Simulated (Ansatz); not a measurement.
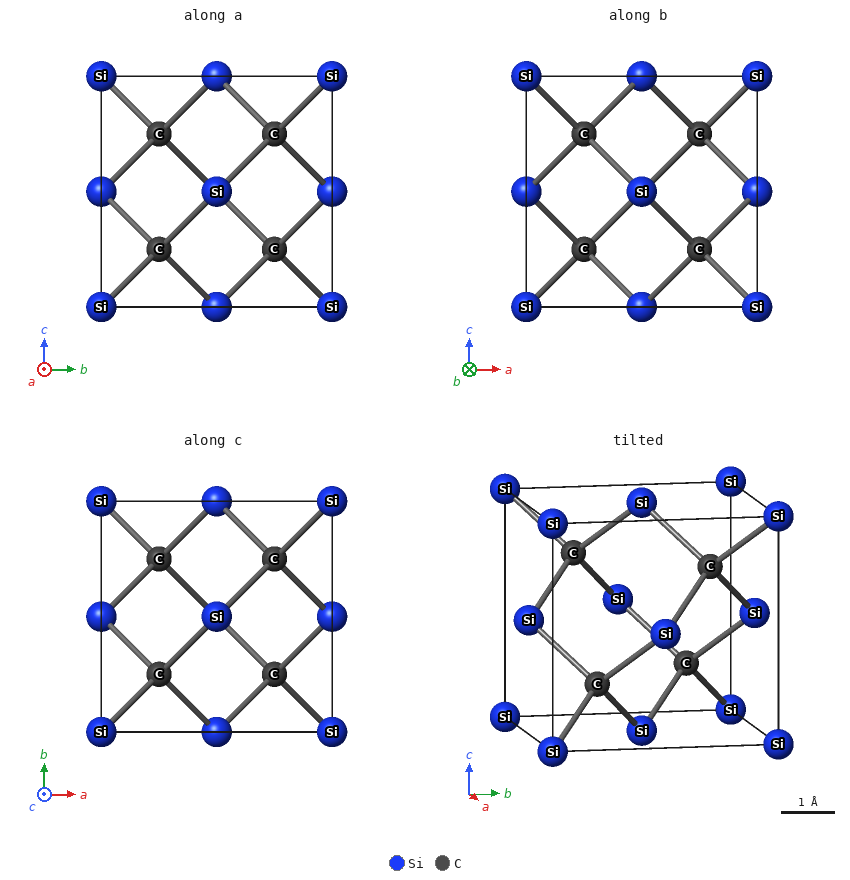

A ball-and-stick rendering, viewed along the a axis, along the b axis, along the c axis and slightly off an axis. The conventional unit cell is drawn as a box.

Lattice parameters: a = 4.356 Å, b = 4.356 Å, c = 4.356 Å, α = 90.00°, β = 90.00°, γ = 90.00°. Put a along x and b in the xy plane.

Q: Write the structure as a POSCAR file.

A:
```
Si C
1.0
     4.356    0.000    0.000
     0.000    4.356    0.000
     0.000    0.000    4.356
Si C
4 4
Direct
  0.0000 0.0000 0.0000
  0.0000 0.5000 0.5000
  0.5000 0.0000 0.5000
  0.5000 0.5000 0.0000
  0.2500 0.2500 0.7500
  0.2500 0.7500 0.2500
  0.7500 0.2500 0.2500
  0.7500 0.7500 0.7500
```

Starting structure: a structure type filled with these elements by a generator (whether the compound takes this form wasn't checked). Earlier steps of the study may have refined or changed the cell and positions. It went into a calculation with Ansatz.
